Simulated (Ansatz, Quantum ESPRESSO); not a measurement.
# black phosphorene, 1 layer: the energy at a withheld member of a series

Method. Quantum ESPRESSO 7.5, PBE, GBRV ultrasoft. Cell and atoms are first relaxed; each strained cell is then held, the other axis too, and the atoms relax in it. A periodic run with 15 Å of vacuum in the starting cell gives the vacuum levels, and bands follow along a path. The series steps strain along the first axis. Energies count from the lowest.

| strain along the first axis | energy (eV) |
| --- | --- |
| -4 % | 0.0210 |
| -3 % | 0.0119 |
| -2 % | 0.0055 |
| 0 % | 0.0000 |
| 1 % | 0.0008 |
| 2 % | 0.0038 |
| 3 % | 0.0089 |
| 4 % | 0.0160 |

One more run was made and is withheld. What is the energy at −1 %?

**Worked estimate.** The rows at -2 % and 0 % give a slope of (0.0000 − (0.0055))/(0 − (−2)) = −0.00275, so a straight line gives 0.0027 eV. A parabola through these and the row at -3 % gives 0.0015 eV.

**The withheld run.** 0.0015 eV. The line misses by +0.0012 and the parabola by 0.0000 eV. The parabola does better.

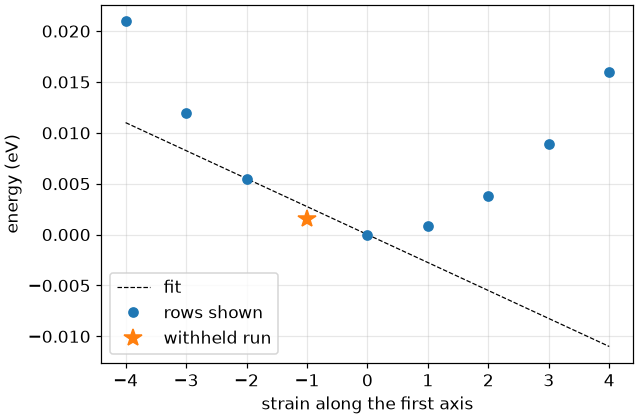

The rows shown, the fit and the withheld run.

**Limits.** Semilocal gaps are too small; the 1×1 cell can't ripple over many cells under compression as a free sheet would. No spin-orbit coupling.
